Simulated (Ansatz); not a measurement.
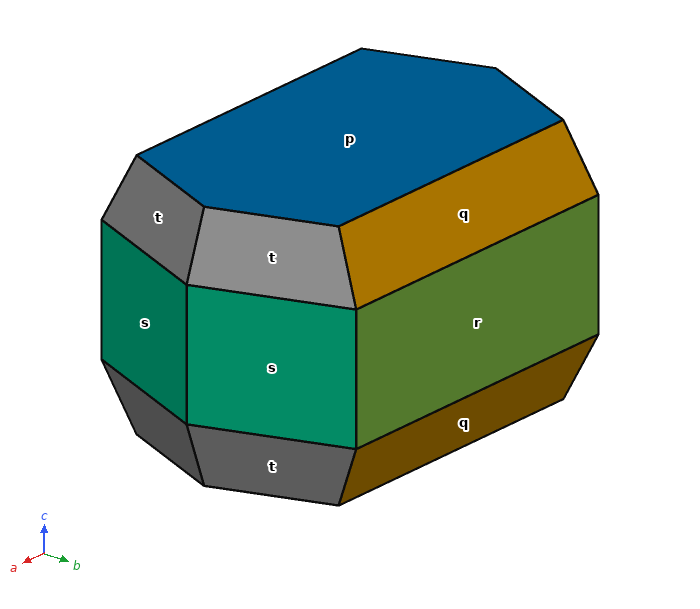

Crystal habit computed by the BFDH rule (growth rate of a face proportional to 1/d, systematic absences taken into account). This is a geometric estimate, not an energy calculation. Faces of one form share a colour. Cell of Ge: space group Cmcm (No. 63), a = 2.932 Å, b = 7.600 Å, c = 8.354 Å, α = 90.00°, β = 90.00°, γ = 90.00°. Origin: the end point of a relaxation with DFT PBE, scalar-relativistic, plane waves, PAW (Ansatz 0.2.0); the starting structure was generated, so it need not be a known form of this composition. Forms under 0.4 % of the area are left out.

Give the Miller indices of each colour.

blue (p): {002} (d = 4.18 Å, 32 % of the area); yellow (q): {021} (d = 3.46 Å, 18 % of the area); green (r): {020} (d = 3.80 Å, 17 % of the area); teal (s): {110} (d = 2.74 Å, 17 % of the area); grey (t): {111} (d = 2.60 Å, 16 % of the area).
